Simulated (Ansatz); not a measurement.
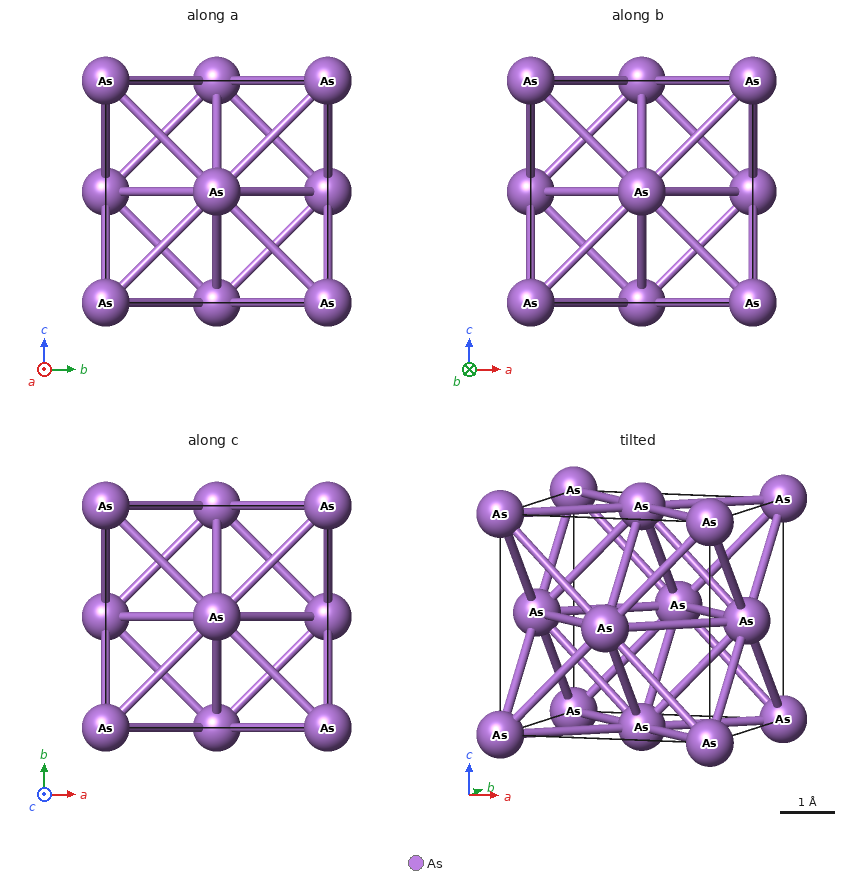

This ball-and-stick model is shown along the a axis, along the b axis, along the c axis and slightly off an axis. One conventional unit cell is framed, with atoms on its boundary repeated.

Lattice parameters: a = 4.1714 Å, b = 4.1714 Å, c = 4.1714 Å, α = 90.000°, β = 90.000°, γ = 90.000°.

Transcribe the picture into a CIF with its space group and independent sites.

Answer.
```cif
data_structure
_symmetry_space_group_name_H-M 'F m -3 m'
_symmetry_Int_Tables_number 225
_cell_length_a 4.1714
_cell_length_b 4.1714
_cell_length_c 4.1714
_cell_angle_alpha 90.000
_cell_angle_beta 90.000
_cell_angle_gamma 90.000
_cell_volume 72.58
loop_
_atom_site_label
_atom_site_type_symbol
_atom_site_symmetry_multiplicity
_atom_site_Wyckoff_symbol
_atom_site_fract_x
_atom_site_fract_y
_atom_site_fract_z
_atom_site_occupancy
As1 As 4 a 0.0000 0.0000 0.0000 1
```

Origin of the cell: a structure type filled with this element by a generator (whether the element takes this form wasn't checked). The structure drawn was relaxed with DFT, LDA (PW92), plane waves (420 eV) with PAW, scalar-relativistic in Ansatz 0.2.0.
